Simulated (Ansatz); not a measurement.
**TaN: 5 runs along one coordinate**

System: TaN (2 atoms in the cell).
Method: Kohn-Sham DFT of a periodic cell, PBE, Ansatz PAW, no spin polarisation (Ansatz 0.2.0).

The 5 runs differ only in the geometry, by an even scaling of the cell at fixed fractional positions. The structure derives from an entry of the Crystallography Open Database.

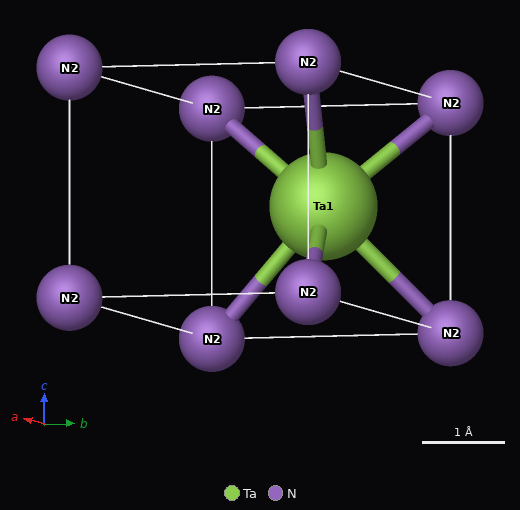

Figure 1. The structure of run 3 (ball-and-stick view of the cell of the calculation, seen at an oblique angle; atoms are numbered from 1 in the order of the input).

### Input of run 3
```yaml
crystal:
  lattice:
    - [2.93800111, 0.0, 0.0]
    - [-1.46900055, 2.5443836, 0.0]
    - [0.0, 0.0, 2.88300221]
  atoms:
    - { symbol: Ta, position: [0.3333333333, 0.6666666667, 0.5] }
    - { symbol: "N", position: [0.0, 0.0, 0.0] }
hamiltonian:
  xc: pbe
  pseudopotentials: { kind: paw }
kpoints:
  mp_grid: { grid: [10, 10, 9] }
scf:
  occupations: { method: fermi_dirac, width: 0.05 }
output:
  forces: true
  stress: true
  eigenvalues: true
```

Command:
```bash
ansatz run input.yaml --threads 2 --pin off --max-ram 5632MiB --backend cpu --events-out ev --progress --plain --runs-dir out
```

Run 2 differs from it as follows:
```diff
-    - [2.93800111, 0.0, 0.0]
-    - [-1.46900055, 2.5443836, 0.0]
-    - [0.0, 0.0, 2.88300221]
+    - [2.9182823876, 0.0, 0.0]
+    - [-1.4591411888, 2.5273066855, 0.0]
+    - [0.0, 0.0, 2.8636526189]
```

### Results, with one run withheld

```tsv
run	volume per atom (Å³)	free energy per atom, from the lowest run given (meV)	pressure (GPa)
1	10.345	34.96	20.65
2	10.560	?	?
3	10.776	1.65	4.68
4	10.991	0.00	−2.12
5	11.422	21.87	−13.73
```

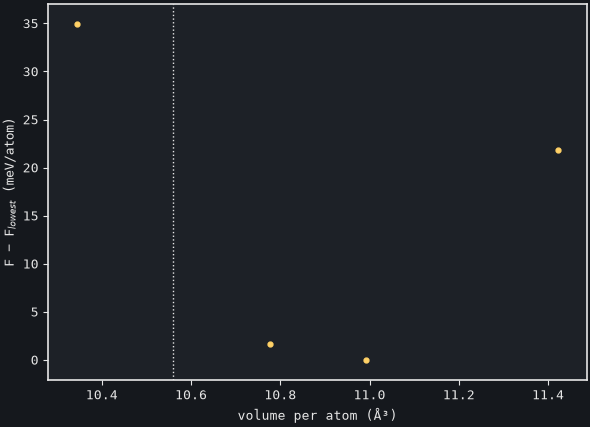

Figure 2. Free energy per atom of the runs given; the dotted line marks run 2.

Fit the runs given and predict run 2.

A quadratic polynomial in V^(−2/3) (the Birch–Murnaghan form), fitted to the 4 runs given, misses them by at most 0.03 meV per atom. With x = V^(−2/3) − 0.20376 Å⁻², it reads F = −0.21529 + 798.4 x + 6.2966e+05 x² (meV per atom). At run 2 it gives 13.04 meV per atom, and the run itself gives 12.96. The slope of the fit gives a pressure −dF/dV of 12.26 GPa there, and the run prints 12.24 GPa. The fit has its minimum at 10.923 Å³ per atom, where V d²F/dV² gives 339 GPa. Cell shape and fractional positions are held, so this is the stiffness under even scaling; the relaxed bulk modulus wasn't computed.

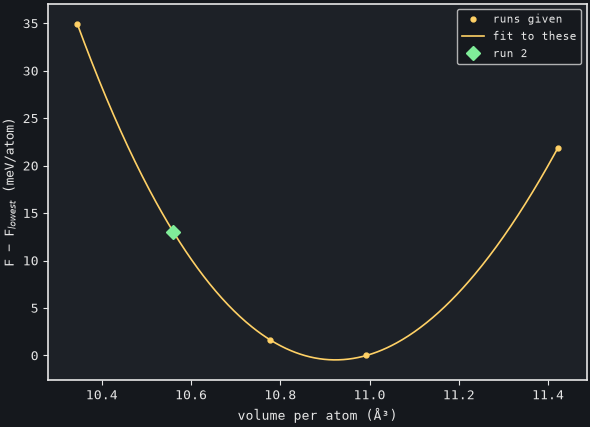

Figure 3. The fit and the withheld run.

### Output, shortened to warnings, some set-up lines, iterations and results (run 2)
```
Basis set: ecut = 420 eV, 405 PW (Γ), exchange–correlation on 40×40×40 points (8 copies of the dense FFT grid, shifted against one another)
Symmetry: 12 space group operations
k-points: 70 of 900 (time reversal used)
Initial density: superposition of atomic densities (neutral atoms: chi_scale 0, normalization atom), corrected by the library's trained network
[...]
SCF iter   1: F=—  HF=-10318.501646 eV  |F-HF|=—  |Δ(HF+E_count)|=         —  Δρ=8.35e-3  dr2=7.11e-3  ethr=1.77e-3  ⟨swp⟩=5.9  Hψ=4675  notcnv=0
SCF iter   2: F=—  HF=-10318.502712 eV  |F-HF|=—  |Δ(HF+E_count)|=   1.07e-3  Δρ=4.07e-3  dr2=1.45e-3  ethr=3.95e-5  ⟨swp⟩=1.9  Hψ=1639  notcnv=0
SCF iter   3: F=—  HF=-10318.503204 eV  |F-HF|=—  |Δ(HF+E_count)|=   4.92e-4  Δρ=3.23e-4  dr2=1.14e-5  ethr=8.06e-6  ⟨swp⟩=2.4  Hψ=1401  notcnv=0
SCF iter   4: F=—  HF=-10318.503218 eV  |F-HF|=—  |Δ(HF+E_count)|=   1.36e-5  Δρ=7.34e-5  dr2=3.24e-7  ethr=6.34e-8  ⟨swp⟩=2.0  Hψ=1509  notcnv=0
SCF iter   5: F=-10318.503218 eV  HF=-10318.503218 eV  |F-HF|=3.12e-8  |Δ(HF+E_count)|=   4.18e-7  Δρ=1.88e-5  dr2=2.10e-8  ethr=1.80e-9  ⟨swp⟩=2.1  Hψ=1214  notcnv=0
SCF iter   6: F=-10318.503218 eV  HF=-10318.503218 eV  |F-HF|=4.11e-10  |Δ(HF+E_count)|=   3.47e-8  Δρ=2.73e-6  dr2=6.22e-10  ethr=1.17e-10  ⟨swp⟩=2.1  Hψ=3097  notcnv=0
SCF 1 converged in 6 iterations: F = -10318.503218 eV  dr2 = 6.22e-10
SCF converged after 6 iterations
Free energy (F): -10318.503218 eV
Harris-Foulkes:  -10318.503218 eV  (|F-HF|=4.11e-10)
Internal energy: -10318.502927 eV  (E = F + TS)
E sigma→0 (E₀):  -10318.503073 eV
Entropy (-TS):   -0.000291 eV (-0.146 meV/atom)
Fermi energy:    20.766823 eV
--- Per-component energies (eV) ---
  E_band       = -44.258894
  E_kinetic    = 501.458215
  E_local      = -589.641449  (includes V_loc(G=0)·N_el)
  E_nonlocal   = 60.094109
  E_hartree    = 200.064284
  E_xc         = -280.598071
  E_vxc        = -283.230719  (∫ρ·V_xc dr)
  E_paw        = -8524.546619  (= ΣΔE_a)
  E_vpaw       = -133.067520  (= ΣTr[D̂ρ^β])
  E_aug_tail   = 0.000200  (compensation charges beyond the density's cutoff)
  E_ewald      = -1685.333595
  E_smearing   = -0.000291  (= −TS)
  E_closure    = 0.000000  (closes the sum)
  Σ components = -10318.503218   (vs F -10318.503218, Δ=0.00e0)
--- Forces (eV/Å), atoms counted from 1 ---
  atom   1  Ta     0.00000000    -0.00000000     0.00000000
  atom   2  N      0.00000000    -0.00000000     0.00000000
  max |Σ_I F_I| component: 2.59e-16 eV/Å
--- Stress (GPa, compression-positive) ---
       11.601527      -0.000000      -0.000000
        0.000000      11.601527       0.000000
       -0.000000       0.000000      13.523561
  P = ⅓ Tr σ = 12.2422 GPa (122.422 kbar)
```

Notes: Spin–orbit coupling is left out, which matters for Ta.
